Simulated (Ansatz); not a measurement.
```
Hf Si O
1.0
     0.00000    6.64549   -6.01445
    -6.64549    0.00000    6.01445
     6.64549    0.00000    6.01445
Hf Si O
7 8 32
Direct
  0.00000 0.12500 0.62500
  0.50000 0.87500 0.87500
  0.00000 0.62500 0.12500
  0.50000 0.24923 0.74422
  0.00501 0.00578 0.00578
  0.50000 0.74422 0.24923
  0.99499 0.50077 0.50077
  0.00000 0.87500 0.37500
  0.50000 0.62701 0.62701
  0.00000 0.37500 0.87500
  0.50000 0.12299 0.12299
  0.50000 0.99992 0.49952
  0.99960 0.75008 0.75008
  0.50000 0.49952 0.99992
  0.00040 0.25048 0.25048
  0.31401 0.82057 0.31396
  0.82285 0.56787 0.56787
  0.31401 0.31396 0.82057
  0.80960 0.06893 0.06893
  0.00280 0.69414 0.37811
  0.50000 0.45224 0.65326
  0.99720 0.19133 0.87531
  0.50000 0.93906 0.12524
  0.17715 0.24502 0.24502
  0.68599 0.00656 0.49995
  0.19040 0.75934 0.75934
  0.68599 0.49995 0.00656
  0.99720 0.87531 0.19133
  0.50000 0.65326 0.45224
  0.00280 0.37811 0.69414
  0.50000 0.12524 0.93906
  0.18398 0.05586 0.55867
  0.68618 0.81094 0.81094
  0.18398 0.55867 0.05586
  0.70102 0.29776 0.29776
  0.00661 0.25005 0.43604
  0.50000 0.99066 0.68107
  0.99339 0.74344 0.92943
  0.50000 0.50498 0.18213
  0.81602 0.87469 0.37189
  0.31382 0.62476 0.62476
  0.81602 0.37189 0.87469
  0.29898 0.09674 0.09674
  0.50000 0.18213 0.50498
  0.99339 0.92943 0.74344
  0.50000 0.68107 0.99066
  0.00661 0.43604 0.25005
```

Spin-polarised.

Theory: Ansatz, DFT PBE, scalar-relativistic, plane waves, PAW.

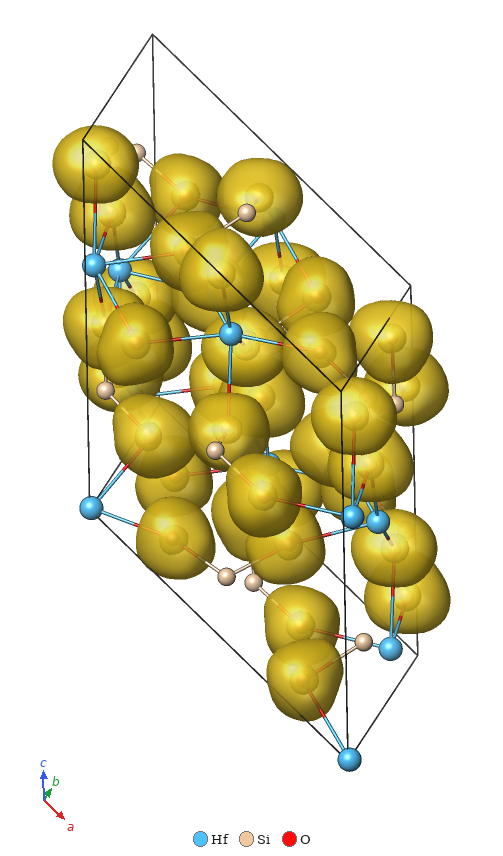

Hf₇Si₈O₃₂ (cell with a defect). Isosurface of the electron localisation function at 0.65 (yellow), seen slightly off an axis. Only the valence region is drawn (cores and ρ < 0.01 e/Å³ removed). Sticks mark near contacts.

Core electrons are frozen (PAW), and the valence fields are smoothed inside the atomic spheres.

**What do the ELF domains correspond to?**

The surface consists of 32 regions on O in which the atom's valence shell and bonds are merged, counted in one cell of 47 atoms. Any copies at cell faces, edges or corners count once. Along the contacts the grid gives the following. Si–O (1.61 Å): the ELF peaks at about 0.85 between the atoms; a short, strongly polar bond. Hf–O (2.07 Å): the ELF peaks at about 0.85 in the valence shell of O, 0.6 Å from its nucleus, and drops to about 0.15 between the two atoms; no localised pair shows between them.
